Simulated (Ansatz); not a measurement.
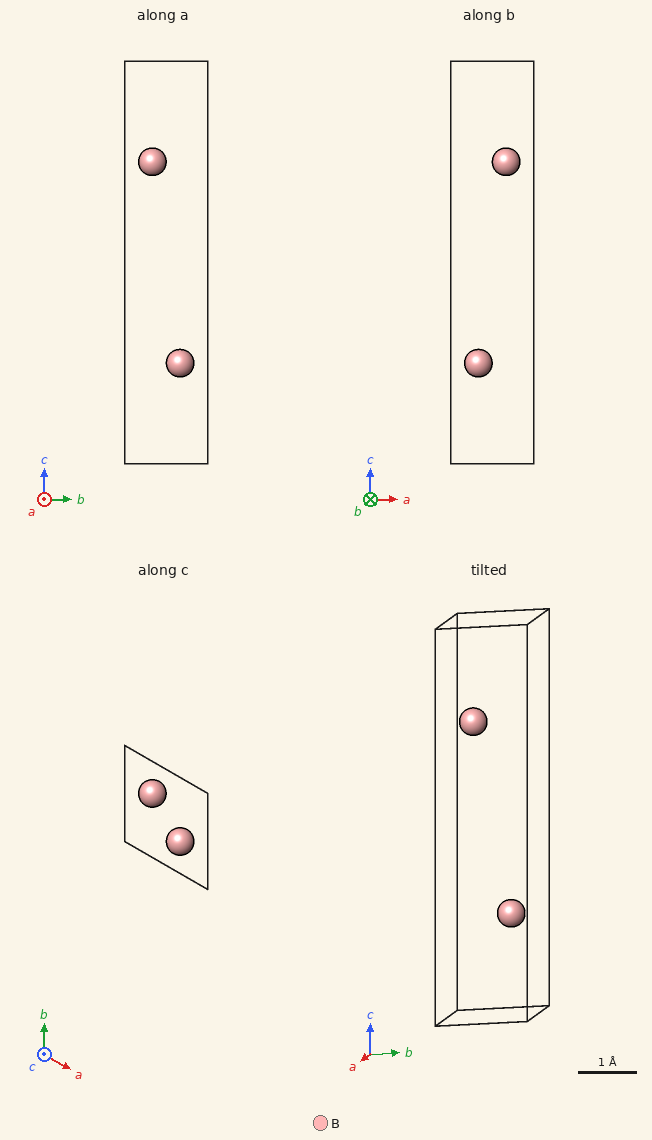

The crystal in a ball-and-stick representation, seen along the a axis, along the b axis, along the c axis and slightly off an axis. One conventional unit cell is framed, with atoms on its boundary repeated.

Lattice parameters: a = 1.663 Å, b = 1.663 Å, c = 6.972 Å, α = 90.00°, β = 90.00°, γ = 120.00°.

Express the structure as a table of Wyckoff sites.

Space group P6_3/mmc (No. 194).
```json
{"atom": "B", "site": "2c", "x": "0.3333", "y": "0.6667", "z": "0.2500"}
```

The initial geometry was a structure type filled with this element by a generator (whether the element takes this form wasn't checked). Earlier steps of the study may have refined or changed the cell and positions. A calculation with Ansatz used it as input.

At this level of theory the cell isn't at rest (compressed, at 17 GPa), so its distances can differ from those at equilibrium, the more so the softer the solid.
